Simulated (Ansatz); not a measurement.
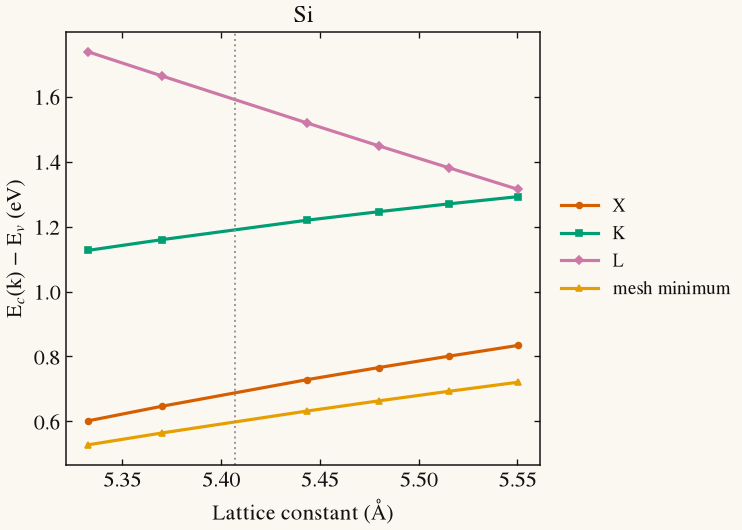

Lowest conduction level at each named k point, counted from the valence-band top at Γ, and the lowest one over the whole k mesh (the mesh minimum, which lies off these points). One run is left out (dotted line).

System: diamond-type Si, space group Fd-3m, 2 atoms in the primitive cell. The cell is scaled uniformly. Computed with Ansatz 0.2.0: BPBE, Ansatz PAW, no spin polarisation, no spin-orbit coupling, 8×8×8 k mesh, 420 eV cutoff, Fermi-Dirac smearing of 0.05 eV.

| cell | X (eV) | K (eV) | L (eV) | mesh minimum (eV) | pressure (GPa) |
| --- | --- | --- | --- | --- | --- |
| a = 5.333 Å | 0.60 | 1.13 | 1.74 | 0.53 | 8.1 |
| a = 5.370 Å | 0.65 | 1.16 | 1.66 | 0.56 | 5.6 |
| a = 5.444 Å | 0.73 | 1.22 | 1.52 | 0.63 | 1.4 |
| a = 5.480 Å | 0.77 | 1.25 | 1.45 | 0.66 | −0.4 |
| a = 5.515 Å | 0.80 | 1.27 | 1.38 | 0.69 | −2.0 |
| a = 5.550 Å | 0.83 | 1.29 | 1.31 | 0.72 | −3.5 |

**What does the missing run, at a = 5.407 Å, give?**

Fits through the other points against the logarithm of the volume give 0.69 eV at X, 1.19 eV at K, 1.59 eV at L and 0.60 eV at the mesh minimum (straight lines). The run itself gives 0.69, 1.19, 1.59 and 0.60 eV, within 0.01 eV of the estimates.

**What are the deformation potentials dE/d ln V?**

Straight lines against ln V have slopes of +1.9 eV at X, +1.4 eV at K, −3.5 eV at L and +1.6 eV at the mesh minimum.

The PAW data sets were made with another functional. LDA, GGA and most meta-GGA functionals understate gaps.
